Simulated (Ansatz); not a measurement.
## Run report: P, geometry relaxation (part 1 of 3)

System: P (slab, 14 atoms in the cell).
Method: DFT r2SCAN, scalar-relativistic, plane waves, PAW, no spin polarisation (Ansatz 0.2.0).

The structure derives from an entry of the Crystallography Open Database. It belongs to a series of runs on one base structure; here: (0 0 1) slab, atoms relaxed.

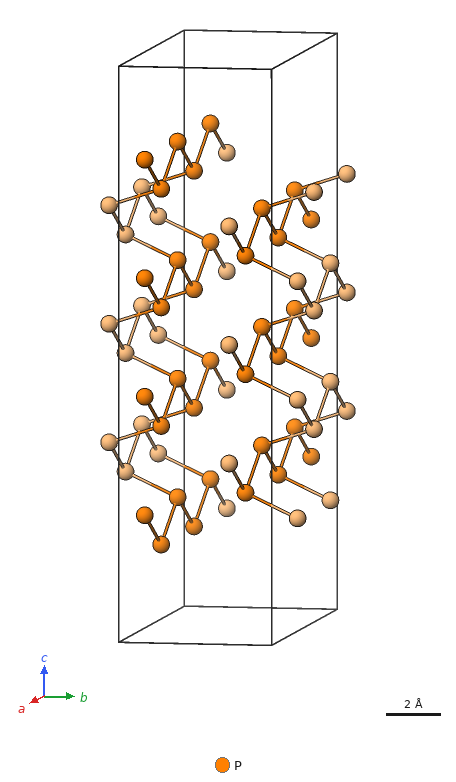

**Figure 1.** The starting structure (ball-and-stick view of the 2 × 1 repeat of the cell, with the vacuum cut short, seen slightly off an axis; neighbours outside the cell are drawn fainter). Near neighbours in the crystal (not all of them lie inside the picture): P has 2 P at 2.21 Å; P has 3 P at 2.21 to 2.25 Å.

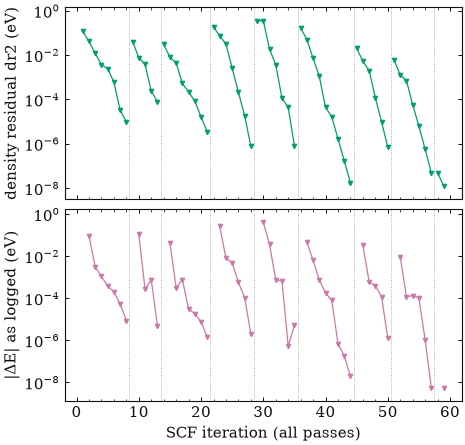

**Figure 2.** Convergence of the self-consistent field: density residual dr2 and size of the energy change against the SCF iteration. Dotted lines part the SCF passes that the log prints in full.

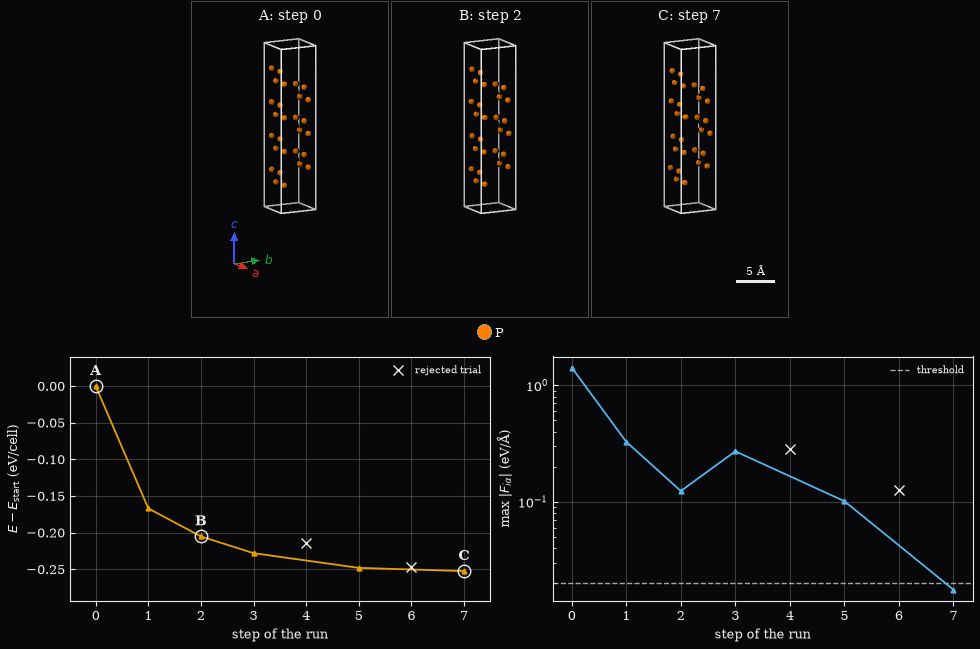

**Figure 3.** Frames of the relaxation (ball-and-stick view of the 2 × 1 repeat of the cell, with the vacuum cut short, seen slightly off an axis) above the curves, on which the letters mark them (the first geometry is step 0 here and step 1 in the log).

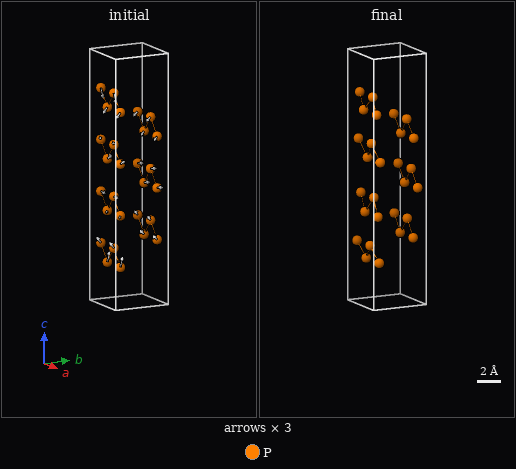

**Figure 4.** Before (left) and after (right) the relaxation, at one scale (ball-and-stick view of the 2 × 1 repeat of the cell, with the vacuum cut short, seen slightly off an axis). The white arrows give the displacements, magnified 3 times. After 7 geometry steps the energy has fallen by 0.252 eV per cell of the calculation. Largest force component: 1.4 eV/Å at the start, 0.018 eV/Å at the end. The line search rejected the trial steps at points 4, 6 (counted from 0) and went back. The largest moves, 0.37 Å, are those of P1 and P14. The cell doesn't change. Distances before and after: P13–P14 2.211 → 2.135 Å, P10–P11 2.252 → 2.240 Å, P5–P6 2.211 → 2.221 Å, P7–P8 2.211 → 2.201 Å. Among the angles that change: P1–P2–P3 103.8° → 108.6°, P2–P1–P2 96.5° → 101.2°, P8–P9–P10 103.8° → 100.3°. (Atoms are counted from 1 in the order of the input.)

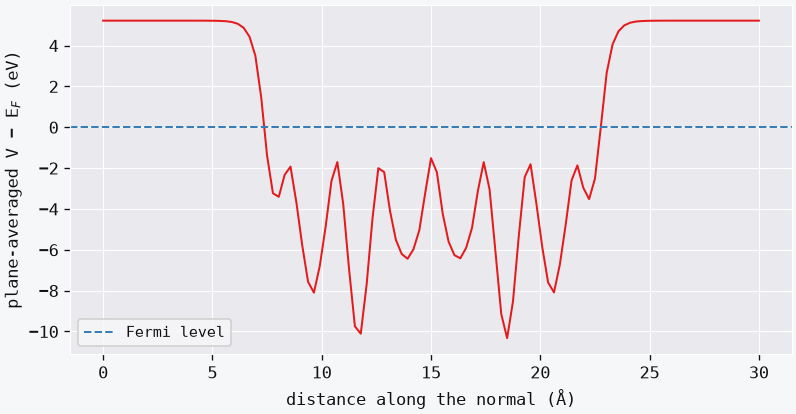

**Figure 5.** Plane average of the electrostatic potential energy of an electron across the cell, from the Fermi level. The vacuum level lies 5.22 eV above the Fermi level.

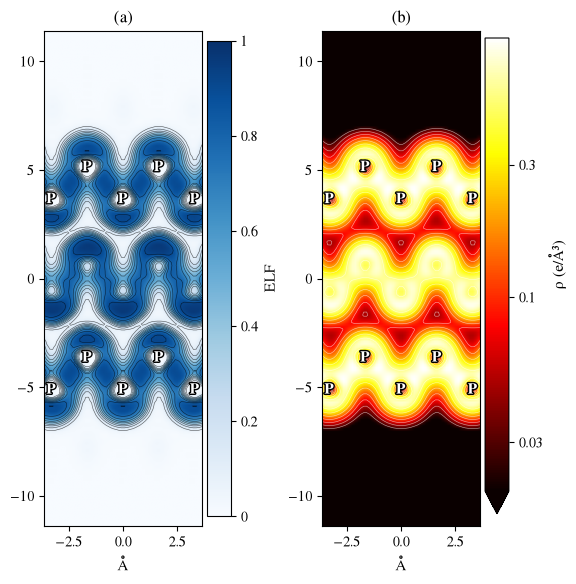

**Figure 6.** (a) ELF; (b) valence electron density on the (010) plane of the calculation cell, a cut from vacuum to vacuum. Atoms in the plane: P. P–P (2.21 Å): ρ is about 0.78 e/Å³ halfway, a local maximum along the line; the ELF peaks at about 0.90 between the atoms, which marks a shared electron pair. The density dies away to nearly zero in the vacuum. In a PAW calculation such maps are meaningful between the atoms, not at the nuclei.

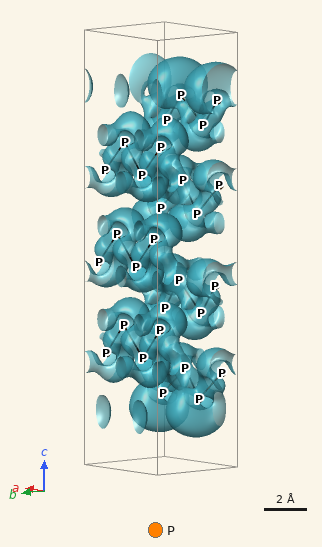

**Figure 7.** Isosurface of the electron localisation function at 0.75 (cyan), seen at an oblique angle. Core shells and regions of very low density are left out. Sticks mark near contacts. Counts are for one cell; the picture repeats the cell along the surface. Along the contacts the grid gives the following. P–P (2.13 Å): the ELF peaks at about 0.90 between the atoms, as expected for localised, shared-pair bonding. P–P (2.20 Å): the ELF peaks at about 0.90 between the atoms (localised, shared-pair bonding).

The input that produced these results follows, with the program's output.

Input
```yaml
crystal:
  lattice:
    - [3.299601058, 0.0, 0.0]
    - [-1.649800529, 5.5099546393, 0.0]
    - [0.0, 0.0, 30.1377556143]
  atoms:
    - { symbol: P, position: [0.5954282128, 0.1908564256, 0.2488572837] }
    - { symbol: P, position: [0.0954282128, 0.1908564256, 0.2976951933] }
    - { symbol: P, position: [0.9045717872, 0.8091435744, 0.3244318709] }
    - { symbol: P, position: [0.4045717872, 0.8091435744, 0.3732697805] }
    - { symbol: P, position: [0.5954282128, 0.1908564256, 0.400006458] }
    - { symbol: P, position: [0.0954282128, 0.1908564256, 0.4488443677] }
    - { symbol: P, position: [0.9045717872, 0.8091435744, 0.4755810452] }
    - { symbol: P, position: [0.4045717872, 0.8091435744, 0.5244189548] }
    - { symbol: P, position: [0.5954282128, 0.1908564256, 0.5511556323] }
    - { symbol: P, position: [0.0954282128, 0.1908564256, 0.599993542] }
    - { symbol: P, position: [0.9045717872, 0.8091435744, 0.6267302195] }
    - { symbol: P, position: [0.4045717872, 0.8091435744, 0.6755681291] }
    - { symbol: P, position: [0.5954282128, 0.1908564256, 0.7023048067] }
    - { symbol: P, position: [0.0954282128, 0.1908564256, 0.7511427163] }
basis:
  ecutwfc: 500
kpoints:
  mp_grid: { grid: [11, 7, 1] }
hamiltonian:
  xc: r2scan
scf:
  occupations: { method: gaussian, width: 0.05 }
output:
  forces: true
  eigenvalues: true
  write_density: true
  write_potential: true
  elf: true
  volumetric_format: npy
relax:
  adjacent_minimum: "off"
  f_tol: 0.02
  max_steps: 60
efield:
  axis: 3
  dipole_correction: true
  ramp_width: 0.04
```

Launched with:
```bash
ansatz run input.yaml --threads 1 --pin off --max-ram 2560MiB --backend cpu --events-out ev --progress --plain --runs-dir out
```

Output
```
Warning: crystal.symmetry: narrowed to the stabiliser of the k-point mesh — unitary ops 2 → 1; excluded 1 operation that carries a point of the 11×7×1 mesh (shift [0, 0, 0]) off the mesh (the run samples exactly the mesh kpoints.mp_grid names, as under crystal.symmetry.detect: false, and its converged state has the mesh's symmetry, not the crystal's; ε∞, the Born charges and the force constants of a linear response (`dielectric:` by the response, `phonons.method: dfpt`) are averaged over those of the crystal's operations that the state keeps within a tolerance, where `mesh_tensors`, `unaveraged_element` or `gamma_mean_max_change_ev_ang2` stands beside them; a row that `dielectric.field_direction` solves alone is averaged likewise, with nothing beside; a Γ-centred mesh of equal divisions is mapped onto itself by every operation and keeps the whole group, as does a half-shifted one under kpoints.further_shifts: images)
Engine: ansatz 0.2.0, x86_64-unknown-linux-gnu
Pseudopotentials: kind: paw
Pseudopotential: P, paw, valence charge 5, recommended cutoff 500 eV (meta_gga), P.paw.azcp
Functional definition: r2SCAN
  parameter k0 = 0.174
  parameter k1 = 0.065
  parameter a1 = 4.9479
  exchange = r2scan_x(k0 = k0, k1 = k1, a1 = a1)
  correlation = r2scan_c
Crystal: 14 atoms, lattice volume = 547.924 Å³
Basis set: ecut = 500 eV, 13871 PW (Γ), exchange–correlation on 100×180×900 points (64 copies of the dense FFT grid, shifted against one another)
Bands: 49, of which v1, the nominal top of the filled ones, is band 35 counted from 1 (34 counted from 0)
Symmetry: 1 space group operations
k-points: 39 of 77 (time reversal used)
Non-local potential: P, projectors of the file, l = 0: 2, l = 1: 2, l = 2: 2
PAW form: soft (Blöchl's): semilocal exchange-correlation on the pseudo side does not see the compensation charge
PAW frozen core: P, regenerated for the run's functional (the file was generated under x = pbe(κ = 0.804, μ = 0.2195149727645171), c = pbe(β = 0.06672455060314922))
PAW one-centre angular grid: P, 302 points (default); XC on 160 Gauss nodes
Initial density: superposition of atomic densities (neutral atoms: chi_scale 0, normalization atom), corrected by the library's trained network
Initial wavefunctions: pseudopotential atomic-orbital guess
Functional: x = r2scan, c = r2scan; τ floored in thin density (d = 2e-4 eV/Å³)
SCF iter   1: F=—  HF=-10626.239860 eV  |F-HF|=—  |Δ(HF+E_count)|=         —  Δρ=3.95e-3  dr2=1.19e-1  dr2_τ=1.09e-1  ethr=1.77e-3  p=0.000 e·Å  D=3.97e-14 V/Å  ΔV_dip=-0.00 eV  dr2_dipole=2.57e-8  V_vac-E_F(+/−)=5.58/5.58 eV  ⟨swp⟩=8.3  Hψ=11212  notcnv=0  defer=86
efield: sawtooth ramp at fractional position 0.9800 (placed from the atoms, in the widest stretch of the axis that holds none; the zero of the levels goes with the place), width 0.0400; the density the first Hamiltonian is built on has a dipole p = 0.000 e·Å; the dipole correction subtracts the counter field D = 3.97e-14 V/Å, which shifts the + side's vacuum level by -0.00 eV against the − side's; the planar-averaged density in the ramp window peaks in size at 7.7e-6 e/Å³
preconditioner: auto → LDOS  [metal: Δε(μ)=0.012 eV  Ē_g=9.162 eV  σ=0.050 eV  W_gap=0.13  n_scr=48 (ndim 8)  ℏωp=13.3 eV  f_vac=0.418  D(μ)=8.01/eV (n_scr^D=36)  β→1.0]
SCF iter   2: F=—  HF=-10626.327353 eV  |F-HF|=—  |Δ(HF+E_count)|=   8.75e-2  Δρ=1.52e-3  dr2=4.07e-2  dr2_τ=4.81e-4  ethr=1.70e-4  p=-0.000 e·Å  D=-1.50e-6 V/Å  ΔV_dip=0.00 eV  dr2_dipole=1.31e-7  V_vac-E_F(+/−)=5.45/5.45 eV  ⟨swp⟩=3.0  Hψ=4049  notcnv=0  defer=287
SCF iter   3: F=—  HF=-10626.324301 eV  |F-HF|=—  |Δ(HF+E_count)|=   3.05e-3  Δρ=6.70e-4  dr2=1.17e-2  dr2_τ=5.13e-5  ethr=5.81e-5  p=0.000 e·Å  D=1.06e-6 V/Å  ΔV_dip=-0.00 eV  dr2_dipole=1.96e-8  V_vac-E_F(+/−)=5.45/5.45 eV  ⟨swp⟩=2.0  Hψ=2909  notcnv=0  defer=287
SCF iter   4: F=—  HF=-10626.323232 eV  |F-HF|=—  |Δ(HF+E_count)|=   1.07e-3  Δρ=4.25e-4  dr2=3.69e-3  dr2_τ=1.77e-5  ethr=1.68e-5  p=-0.000 e·Å  D=-3.19e-7 V/Å  ΔV_dip=0.00 eV  dr2_dipole=1.13e-9  V_vac-E_F(+/−)=5.45/5.45 eV  ⟨swp⟩=2.0  Hψ=2518  notcnv=0  defer=287
SCF iter   5: F=—  HF=-10626.322853 eV  |F-HF|=—  |Δ(HF+E_count)|=   3.79e-4  Δρ=2.67e-4  dr2=2.37e-3  dr2_τ=4.72e-6  ethr=5.27e-6  p=0.000 e·Å  D=2.30e-7 V/Å  ΔV_dip=-0.00 eV  dr2_dipole=1.38e-10  V_vac-E_F(+/−)=5.45/5.45 eV  ⟨swp⟩=2.3  Hψ=2648  notcnv=0  defer=287
SCF iter   6: F=—  HF=-10626.322656 eV  |F-HF|=—  |Δ(HF+E_count)|=   1.97e-4  Δρ=1.43e-4  dr2=6.00e-4  dr2_τ=8.87e-7  ethr=3.39e-6  p=0.000 e·Å  D=4.43e-7 V/Å  ΔV_dip=-0.00 eV  dr2_dipole=5.73e-11  V_vac-E_F(+/−)=5.45/5.45 eV  ⟨swp⟩=1.4  Hψ=1647  notcnv=0  defer=287
SCF iter   7: F=—  HF=-10626.322602 eV  |F-HF|=—  |Δ(HF+E_count)|=   5.32e-5  Δρ=5.31e-5  dr2=3.26e-5  dr2_τ=3.93e-7  ethr=8.57e-7  p=0.000 e·Å  D=1.15e-7 V/Å  ΔV_dip=-0.00 eV  dr2_dipole=8.93e-11  V_vac-E_F(+/−)=5.45/5.45 eV  ⟨swp⟩=2.0  Hψ=2047  notcnv=0  defer=287
SCF iter   8: F=-10626.322608 eV  HF=-10626.322611 eV  |F-HF|=3.45e-6  |Δ(HF+E_count)|=   8.64e-6  Δρ=2.58e-5  dr2=9.60e-6  dr2_τ=7.59e-8  ethr=1.43e-8  p=0.000 e·Å  D=5.13e-8 V/Å  ΔV_dip=-0.00 eV  dr2_dipole=3.79e-11  V_vac-E_F(+/−)=5.45/5.45 eV  ⟨swp⟩=23.2  Hψ=24356  notcnv=0
SCF 1 converged in 8 iterations: F = -10626.322608 eV  dr2 = 9.60e-6
  greatest PAW one-centre occupation: 0.818 electrons in one spin orbital (limit 2), on the P atom at site 0 (counted from 0), in its partial waves of l = 0
relax step   1: F+E_penalty+E_count = -10626.32260762 eV  Δ(F+E_penalty+E_count) = +0.000e0 eV  max|allowed force component| = 1.424e0 eV/Å  Δτ_max = 0.0000 Å  (8 SCF iters, dr2 threshold 1.00e-5 eV, accepted)
Initial density: handed on by an earlier stage of this run
Initial wavefunctions: those handed on with the density
iter 1 solved again at ethr=5.75e-5 eV; its pass at ethr=3.10e-3 eV (dr2=4.03e-2 eV) is discarded
SCF iter   1: F=—  HF=-10626.382608 eV  |F-HF|=—  |Δ(HF+E_count)|=         —  Δρ=3.54e-3  dr2=4.03e-2  dr2_τ=4.58e-2  ethr=5.75e-5  p=0.000 e·Å  D=5.13e-8 V/Å  ΔV_dip=-0.00 eV  dr2_dipole=5.52e-10  V_vac-E_F(+/−)=5.42/5.42 eV  ⟨swp⟩=2.6  Hψ=8581  notcnv=0  defer=294
efield: sawtooth ramp at fractional position 0.9800 (handed on by an earlier solve), width 0.0400; the density the first Hamiltonian is built on has a dipole p = 0.000 e·Å; the dipole correction subtracts the counter field D = 5.13e-8 V/Å, which shifts the + side's vacuum level by -0.00 eV against the − side's; the planar-averaged density in the ramp window peaks in size at 7.5e-8 e/Å³
preconditioner: auto → LDOS  [metal: Δε(μ)=0.006 eV  Ē_g=9.245 eV  σ=0.050 eV  W_gap=0.06  n_scr=48 (ndim 8)  ℏωp=13.3 eV  f_vac=0.425  D(μ)=7.67/eV (n_scr^D=36)  β→1.0]
SCF iter   2: F=—  HF=-10626.490524 eV  |F-HF|=—  |Δ(HF+E_count)|=   1.08e-1  Δρ=7.69e-4  dr2=7.60e-3  dr2_τ=8.78e-5  ethr=5.75e-5  p=-0.000 e·Å  D=-6.96e-7 V/Å  ΔV_dip=0.00 eV  dr2_dipole=2.19e-7  V_vac-E_F(+/−)=5.40/5.40 eV  ⟨swp⟩=2.2  Hψ=3152  notcnv=0  defer=294
SCF iter   3: F=—  HF=-10626.490257 eV  |F-HF|=—  |Δ(HF+E_count)|=   2.67e-4  Δρ=4.52e-4  dr2=3.75e-3  dr2_τ=3.82e-5  ethr=1.09e-5  p=-0.000 e·Å  D=-1.62e-7 V/Å  ΔV_dip=0.00 eV  dr2_dipole=1.29e-7  V_vac-E_F(+/−)=5.43/5.43 eV  ⟨swp⟩=2.7  Hψ=3766  notcnv=0  defer=294
SCF iter   4: F=—  HF=-10626.489510 eV  |F-HF|=—  |Δ(HF+E_count)|=   7.48e-4  Δρ=1.48e-4  dr2=2.38e-4  dr2_τ=3.32e-6  ethr=5.35e-6  p=-0.000 e·Å  D=-8.02e-7 V/Å  ΔV_dip=0.00 eV  dr2_dipole=4.79e-8  V_vac-E_F(+/−)=5.43/5.43 eV  ⟨swp⟩=2.0  Hψ=2539  notcnv=0  defer=294
SCF iter   5: F=-10626.489453 eV  HF=-10626.489505 eV  |F-HF|=5.23e-5  |Δ(HF+E_count)|=   4.81e-6  Δρ=7.01e-5  dr2=7.75e-5  dr2_τ=2.82e-7  ethr=1.43e-7  p=-0.000 e·Å  D=-6.62e-7 V/Å  ΔV_dip=0.00 eV  dr2_dipole=2.26e-9  V_vac-E_F(+/−)=5.43/5.43 eV  ⟨swp⟩=22.6  Hψ=23670  notcnv=0
SCF 2 converged in 5 iterations: F = -10626.489453 eV  dr2 = 7.75e-5
[... from here on the iterations of each SCF are left out, up to the last one ...]
  Residual-converged pass: ⟨swp⟩=1.0  Hψ=2067  notcnv=0  max |occ|·‖R‖ = 7.1e-9 eV (tolerance 1.0e-8 eV)  dr2=7.75e-5  dr2_τ=2.82e-7  dr2_onsite=4.79e-7  max |Δocc| = 1.9e-10
relax step   2: F+E_penalty+E_count = -10626.48945264 eV  Δ(F+E_penalty+E_count) = -1.668e-1 eV  max|allowed force component| = 3.281e-1 eV/Å  Δτ_max = 0.1241 Å  (5 SCF iters, dr2 threshold 1.00e-4 eV, accepted)
efield: sawtooth ramp at fractional position 0.9800 (handed on by an earlier solve), width 0.0400; the density the first Hamiltonian is built on has a dipole p = -0.000 e·Å; the dipole correction subtracts the counter field D = -6.62e-7 V/Å, which shifts the + side's vacuum level by +0.00 eV against the − side's; the planar-averaged density in the ramp window peaks in size at 1.1e-7 e/Å³
preconditioner: auto → LDOS  [metal: Δε(μ)=0.012 eV  Ē_g=9.270 eV  σ=0.050 eV  W_gap=0.13  n_scr=48 (ndim 8)  ℏωp=13.3 eV  f_vac=0.426  D(μ)=6.84/eV (n_scr^D=32)  β→1.0]
SCF 3 converged in 8 iterations: F = -10626.527671 eV  dr2 = 3.34e-6
  Residual-converged pass: ⟨swp⟩=1.0  Hψ=2068  notcnv=0  max |occ|·‖R‖ = 7.0e-9 eV (tolerance 1.0e-8 eV)  dr2=3.34e-6  dr2_τ=1.22e-8  dr2_onsite=2.38e-8  max |Δocc| = 3.6e-10
relax step   3: F+E_penalty+E_count = -10626.52767135 eV  Δ(F+E_penalty+E_count) = -3.822e-2 eV  max|allowed force component| = 1.239e-1 eV/Å  Δτ_max = 0.0605 Å  (8 SCF iters, dr2 threshold 6.73e-6 eV, accepted)
efield: sawtooth ramp at fractional position 0.9800 (handed on by an earlier solve), width 0.0400; the density the first Hamiltonian is built on has a dipole p = 0.000 e·Å; the dipole correction subtracts the counter field D = 5.72e-7 V/Å, which shifts the + side's vacuum level by -0.00 eV against the − side's; the planar-averaged density in the ramp window peaks in size at 3.8e-8 e/Å³
preconditioner: auto → LDOS  [insulator: Δε(μ)=0.063 eV  Ē_g=9.270 eV  σ=0.050 eV  W_gap=0.51  n_scr=48 (ndim 8)  ℏωp=13.3 eV  f_vac=0.435  D(μ)=2.07/eV (n_scr^D=6)  ε∞_Penn≈3.0  β→1.0]
SCF 4 converged in 7 iterations: F = -10626.550530 eV  dr2 = 7.56e-7
relax step   4: F+E_penalty+E_count = -10626.55053038 eV  Δ(F+E_penalty+E_count) = -2.286e-2 eV  max|allowed force component| = 2.717e-1 eV/Å  Δτ_max = 0.1538 Å  (7 SCF iters, dr2 threshold 9.60e-7 eV, accepted)
efield: sawtooth ramp at fractional position 0.9800 (handed on by an earlier solve), width 0.0400; the density the first Hamiltonian is built on has a dipole p = -0.000 e·Å; the dipole correction subtracts the counter field D = -2.36e-6 V/Å, which shifts the + side's vacuum level by +0.00 eV against the − side's; the planar-averaged density in the ramp window peaks in size at 3.5e-8 e/Å³
preconditioner: auto → LDOS  [insulator: Δε(μ)=0.085 eV  Ē_g=9.280 eV  σ=0.050 eV  W_gap=0.72  n_scr=48 (ndim 8)  ℏωp=13.3 eV  f_vac=0.445  D(μ)=1.61/eV (n_scr^D=6)  ε∞_Penn≈3.0  β→1.0]
SCF 5 converged in 7 iterations: F = -10626.536522 eV  dr2 = 7.96e-7
```
